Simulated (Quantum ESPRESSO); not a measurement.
**RbBr: 7 runs along one coordinate**

System: RbBr (Fm-3m, 2 atoms in the cell).
Method: Kohn-Sham DFT of a periodic cell, PBE, SSSP 1.3 efficiency PBE, no spin polarisation (Quantum ESPRESSO 7.5).

The 7 runs differ only in the geometry, by an even scaling of the cell at fixed fractional positions. The structure derives from an entry of the Crystallography Open Database.

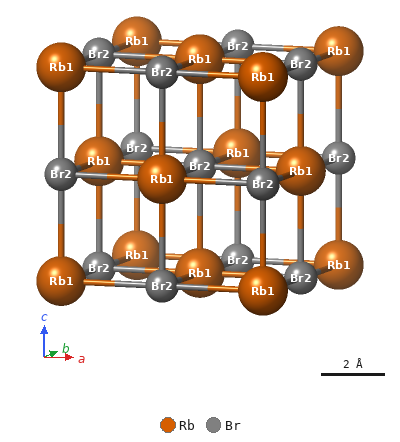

Figure 1. The structure of run 4 (ball-and-stick view of the cell 4 times as large as that of the calculation, set on its symmetry axes, seen slightly off an axis; atoms are numbered from 1 in the order of the input).

**Input of run 4**
```
&CONTROL
  calculation = 'scf'
  prefix = 'pwscf'
  outdir = './tmp'
  pseudo_dir = './pseudo'
  tprnfor = .true.
  tstress = .true.
  disk_io = 'nowf'
/
&SYSTEM
  ibrav = 0
  nat = 2
  ntyp = 2
  ecutwfc = 60
  ecutrho = 440
  nbnd = 14
  occupations = 'smearing'
  smearing = 'fd'
  degauss = 0.00367493
/
&ELECTRONS
  conv_thr = 4d-10
  electron_maxstep = 120
  mixing_beta = 0.5
/
ATOMIC_SPECIES
Rb    85.4678 Rb_ONCV_PBE-1.0.oncvpsp.upf
Br    79.9040 br_pbe_v1.4.uspp.F.UPF
CELL_PARAMETERS angstrom
   0.0000000000    3.4270000000    3.4270000000
   3.4270000000    0.0000000000    3.4270000000
   3.4270000000    3.4270000000    0.0000000000
ATOMIC_POSITIONS crystal
Rb     0.0000000000    0.0000000000    0.0000000000
Br     0.5000000000    0.5000000000    0.5000000000
K_POINTS automatic
7 7 7 0 0 0
```

Command:
```bash
OMP_NUM_THREADS=1 pw.x -in pw.in > pw.out
```

Run 6 differs from it as follows:
```diff
-   0.0000000000    3.4270000000    3.4270000000
-   3.4270000000    0.0000000000    3.4270000000
-   3.4270000000    3.4270000000    0.0000000000
+   0.0000000000    3.4720972769    3.4720972769
+   3.4720972769    0.0000000000    3.4720972769
+   3.4720972769    3.4720972769    0.0000000000
```

**Results, with one run withheld**

| run | volume per atom (Å³) | free energy per atom, from the lowest run given (meV) | pressure (GPa) | gap on the mesh (eV) |
| --- | --- | --- | --- | --- |
| 1 | 37.833 | 32.01 | 2.19 | 4.53 |
| 2 | 38.638 | 22.12 | 1.75 | 4.47 |
| 3 | 39.443 | 14.33 | 1.36 | 4.41 |
| 4 | 40.248 | 8.40 | 1.00 | 4.36 |
| 5 | 41.053 | 4.16 | 0.69 | 4.31 |
| 6 | 41.858 | ? | ? | ? |
| 7 | 42.663 | 0.00 | 0.16 | 4.22 |

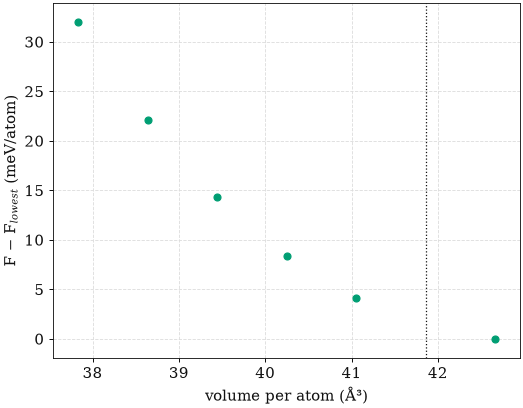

Figure 2. Free energy per atom of the runs given; the dotted line marks run 6.

What should run 6 give?

A cubic polynomial in V^(−2/3) (the Birch–Murnaghan form), fitted to the 6 runs given, misses them by under 0.01 meV per atom. With x = V^(−2/3) − 0.08560 Å⁻², it reads F = 10.54 + 4981.3 x + 5.8758e+05 x² + 3.0648e+06 x³ (meV per atom). At run 6 it gives 1.41 meV per atom, and the run itself gives 1.41. The slope of the fit gives a pressure −dF/dV of 0.41 GPa there, and the run prints 0.41 GPa. The fit has no minimum inside this range. The gap on the mesh goes, without turning, from 4.53 eV in run 1 to 4.22 eV in run 7; run 6 has 4.26 eV. These are gaps of this functional on this mesh, which can miss the band edges; they aren't the measured gap.

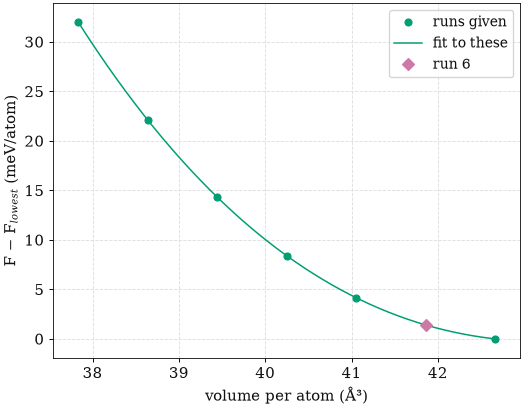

Figure 3. The fit and the withheld run.

**Some lines of the output (run 6)**
```
[...]
     unit-cell volume          =     564.9399 (a.u.)^3
     number of k points=    20  Fermi-Dirac smearing, width (Ry)=  0.0037
     total energy              =     -96.01879194 Ry
     total energy              =     -96.03101764 Ry
     total energy              =     -96.03157599 Ry
     total energy              =     -96.03164965 Ry
     total energy              =     -96.03165398 Ry
     total energy              =     -96.03165510 Ry
     total energy              =     -96.03165514 Ry
     the Fermi energy is     3.2276 ev
!    total energy              =     -96.03165514 Ry
     The total energy is F=E-TS. E is the sum of the following terms:
     Computing stress (Cartesian axis) and pressure
          total   stress  (Ry/bohr**3)                   (kbar)     P=        4.07
```
